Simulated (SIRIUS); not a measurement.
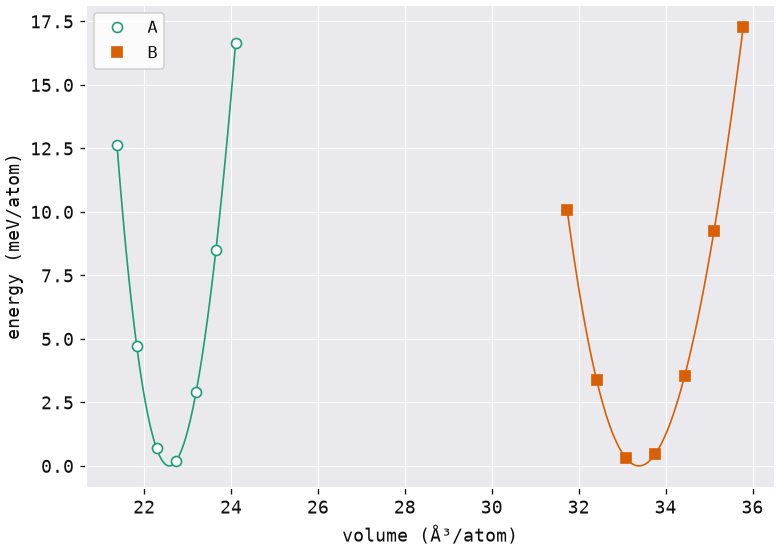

The figure compares two calculations of the energy against volume, each curve from its own zero. The first is for MgTe, space group F-43m (No. 216).

The cell holds 2 atoms.

How it was computed, with SIRIUS 7.12.0: plane-wave DFT, no spin polarisation; energies at scaled volumes of the given cell, shape and fractions fixed, counted from the fit's minimum, third-order Birch-Murnaghan fit. Level: PBEsol.

- k mesh: 7×7×7
- occupations: Fermi–Dirac
- smearing width: 0.05 eV
- potentials: dojo sr pbesol 0.4.1 standard
- wave cutoff: 1152 eV
- density cutoff: 4606 eV

In the second, Te is replaced by S on all its sites, which gives MgS in the same structure. The second calculation uses k mesh 8×8×8.

Which of A and B is the second calculation, and what did the change do?

A. The equilibrium volume falls from 33.39 to 22.58 Å³/atom (−32 %) and the bulk modulus rises from 36.2 to 57.7 GPa (+59 %).

V0 and the bulk modulus come from third-order Birch–Murnaghan fits.
